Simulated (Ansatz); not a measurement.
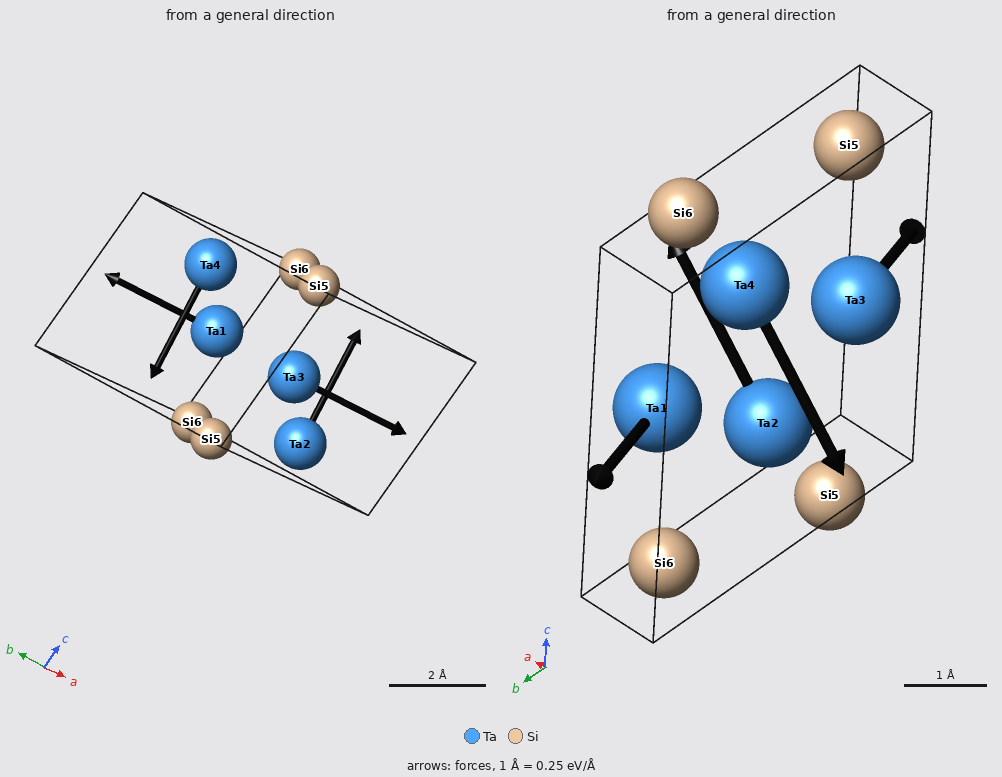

Structure drawing (spheres-only), viewed from two general directions. The parallelepiped is the simulation cell. The arrows are the computed forces on the atoms.

System: Ta2Si. Computational set-up: DFT PBEsol, scalar-relativistic, plane waves, PAW in Ansatz, E_cut = 420 eV, 12×12×12 k-points, Gaussian smearing of 0.15 eV, no spin polarisation.

Question: Has this structure been optimised to equilibrium?

Answer: No. The atoms still feel forces of up to about 0.55 eV/Å, far above a usual threshold of 0.01 to 0.03 eV/Å.

Question: Which atom has the biggest force on it?

Answer: All Ta atoms, about 0.55 eV/Å.

Provenance: a structure listed in the Materials Project. The cell was then strained or its atoms displaced on purpose. It went into a calculation with Ansatz.
